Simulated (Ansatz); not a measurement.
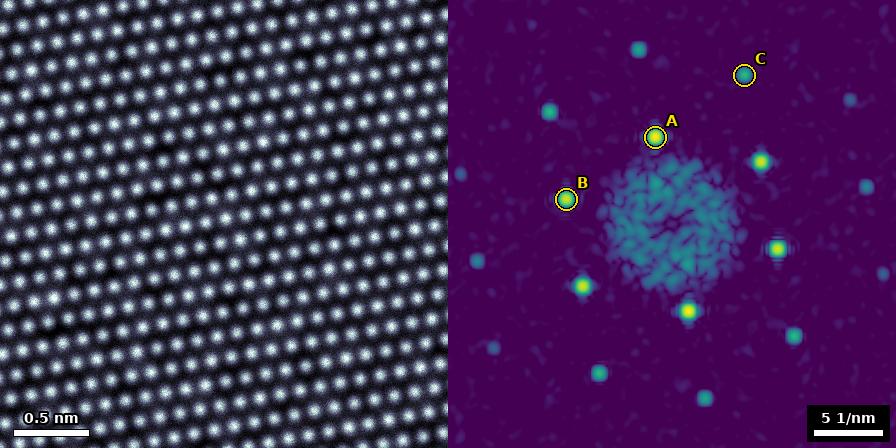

Dark-field STEM-like image of Ru (Im-3m, No. 229) along [210]. The image is simulated as a sum over atoms of Z^1.6, blurred by a 0.71 Å probe (no channelling). The probe carries 25 % of its weight in a tail 2.5 times as wide. Shot noise and the speckle of an amorphous layer were added. Structure used: a calculation's starting geometry; the starting structure was generated, so it need not be a known form of this composition.

The right panel is the modulus of the image's Fourier transform on a logarithmic scale.

a = 3.054 Å, b = 3.054 Å, c = 3.054 Å, α = 90.00°, β = 90.00°, γ = 90.00°

Question: Index the marked spots and give their plane spacings (the zone axis points at the viewer; indices equivalent by symmetry, or all signs reversed, are as good).

Answer: A: (002), d = 1.53 Å; B: (1 -2 1), d = 1.25 Å; C: (-1 2 3), d = 0.82 Å. A and B enclose 66°, and every spot obeys the zone law hu + kv + lw = 0 for [210].
